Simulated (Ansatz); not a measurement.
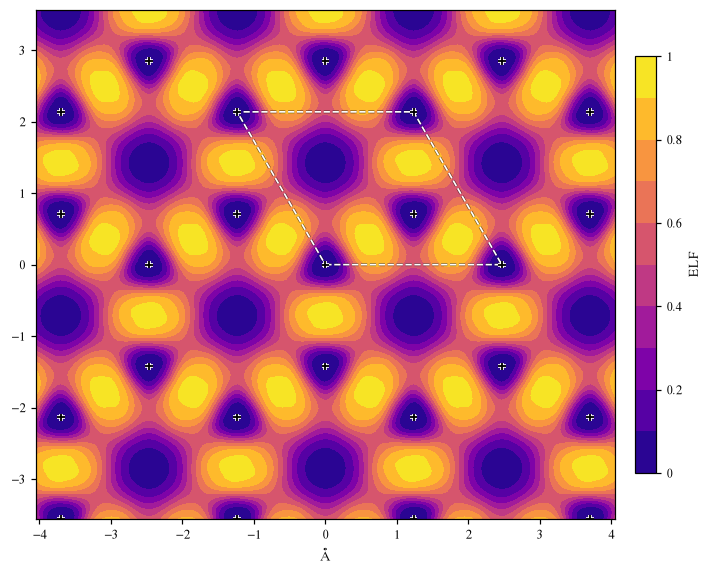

The electron localisation function on a plane through atoms (crosses mark nuclei in the plane).

Computed with Ansatz, DFT, PBE, PAW with Ansatz's default frozen-core files, scalar-relativistic.

Candidates:
A. C, a = 2.47 Å, b = 2.47 Å, c = 33.56 Å, α = 90.00°, β = 90.00°, γ = 120.00°. Space group R-3m.
B. SiNi, a = 2.96 Å, b = 3.21 Å, c = 4.60 Å, α = 90.00°, β = 90.00°, γ = 90.00°. Space group Pmmn; computed pressure about 14 GPa in this cell; the program warned that a starting moment wasn't kept; spin-polarised, but the moments vanished.

### Which candidate gave the map?

Candidate A: C on the (001) plane of the conventional cell, which holds C. C–C (1.43 Å): the ELF peaks at about 0.95 between the atoms.
